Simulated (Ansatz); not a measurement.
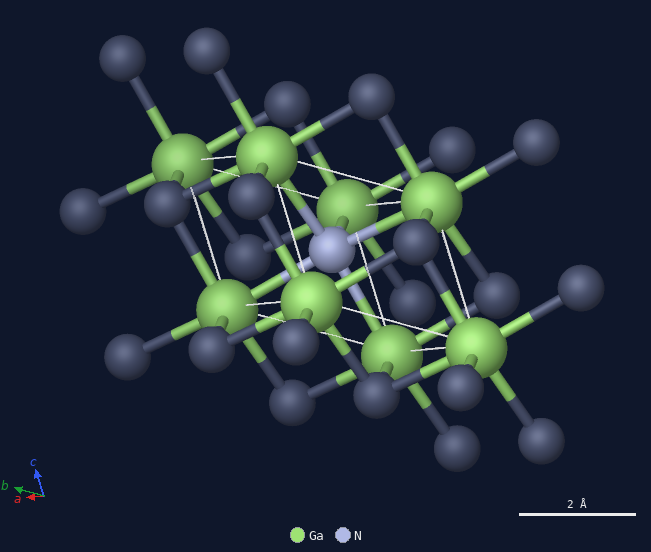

An orthographic ball-and-stick view of the structure, from a general direction. One simulation cell is framed, with atoms on its boundary repeated. Outside the box, the atoms bonded to those within are drawn, in fainter colours.

The input file of the run:
```yaml
crystal:
  lattice:
    - [0.0, 2.2231853296, 2.0950712297]
    - [2.0950712297, 0.0, 2.0950712297]
    - [2.0950712297, 2.2231853296, 0.0]
  atoms:
    - { symbol: Ga, position: [-0.0351249394, 0.0351249394, -0.0351249394] }
    - { symbol: "N", position: [0.5351249394, 0.4648750606, 0.5351249394] }
basis:
  ecutwfc: 420
kpoints:
  mp_grid: { grid: [14, 14, 14] }
hamiltonian:
  xc: pbesol
scf:
  occupations: { method: gaussian, width: 0.05 }
output:
  forces: true
  stress: true
  eigenvalues: true
```

Run with DFT PBEsol, scalar-relativistic, plane waves, PAW in Ansatz 0.2.0 and these settings: plane-wave cutoff 420 eV, a 14×14×14 k-point mesh, Gaussian smearing of 0.05 eV, no spin polarisation.

### Classify it as metallic or gapped, with the value.

A semiconductor at this level, with a gap of 0.21 eV on the k-mesh (the true edges may lie between mesh points, so the gap can be somewhat smaller).

### What pressure does the calculation give for this cell?

The computed pressure is 0.1 GPa, close to zero. The stress isn't hydrostatic: its largest component is 14.7 GPa.

The initial geometry was a structure listed in the Materials Project. The cell was then strained or its atoms displaced on purpose. It was run through Ansatz as a DFT input.

At this level of theory the cell isn't at rest (forces up to 0.6 eV/Å), so its distances can differ from those at equilibrium, the more so the softer the solid.
